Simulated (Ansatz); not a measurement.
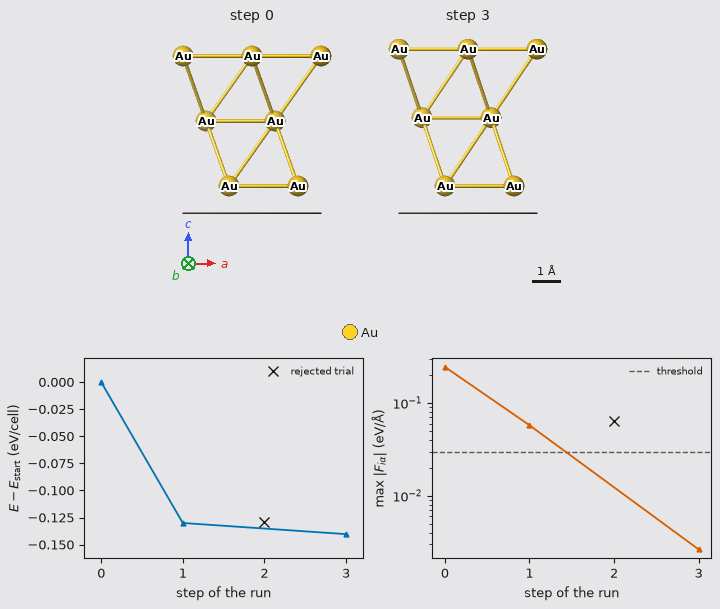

First and last geometry of a constrained relaxation of a slab of composition Au (cut from the Fm-3m phase), with the history of the run. Style: ball-and-stick. Shown: the cell of the calculation, outlined in the plane, without the vacuum, along the b axis.

Case: clean slab, lower planes held. The slab is the (1 1 1) face of Au. 4 atoms are held fixed.

The calculation used Ansatz 0.2.0, DFT PBE+D3(BJ), scalar-relativistic, plane waves, PAW.

The input:
```yaml
crystal:
  lattice:
    - [5.8027911564, 0.0, 0.0]
    - [-2.9013955782, 5.0253645543, 0.0]
    - [0.0, 0.0, 20.7379591391]
  atoms:
    - { symbol: Au, position: [0.3333333333, 0.1666666667, 0.3857660219] }
    - { symbol: Au, position: [0.3333333333, 0.6666666667, 0.3857660219] }
    - { symbol: Au, position: [0.8333333333, 0.1666666667, 0.3857660219] }
    - { symbol: Au, position: [0.8333333333, 0.6666666667, 0.3857660219] }
    - { symbol: Au, position: [0.6666666667, 0.3333333333, 0.5] }
    - { symbol: Au, position: [0.6666666667, 0.8333333333, 0.5] }
    - { symbol: Au, position: [0.1666666667, 0.3333333333, 0.5] }
    - { symbol: Au, position: [0.1666666667, 0.8333333333, 0.5] }
    - { symbol: Au, position: [0.0, 0.5, 0.6142339781] }
    - { symbol: Au, position: [0.0, 0.0, 0.6142339781] }
    - { symbol: Au, position: [0.5, 0.5, 0.6142339781] }
    - { symbol: Au, position: [0.5, 0.0, 0.6142339781] }
basis:
  ecutwfc: 420
kpoints:
  mp_grid: { grid: [4, 4, 1] }
hamiltonian:
  xc: pbe
  dispersion: d3bj
scf:
  occupations: { method: gaussian, width: 0.1 }
output:
  forces: true
  eigenvalues: true
  write_density: true
  write_potential: true
  elf: true
  volumetric_format: npy
relax:
  adjacent_minimum: "off"
  f_tol: 0.03
  max_steps: 70
  constraints: [{ sites: [0, 1, 2, 3] }]
efield:
  axis: 3
  dipole_correction: true
  ramp_width: 0.04
```

Command:
```bash
ansatz run input.yaml --threads 4 --pin off --max-ram 10240MiB --backend cpu --events-out ev --progress --plain --runs-dir out
```

> Did the run converge, and what did it change?

It converged. The largest moves, 0.25 Å, are those of Au9, Au10, Au11 and Au12. Au9 goes along the normal (+c). The lattice vectors keep their values. Some distances before and after: Au1–Au5 2.901 → 3.004 Å. Over 2 accepted moves (3 points after the start) the energy falls by 0.140 eV per cell of the calculation. The largest force component goes from 0.25 to 0.0026 eV/Å. The line search rejected the trial step at point 2 of the run.
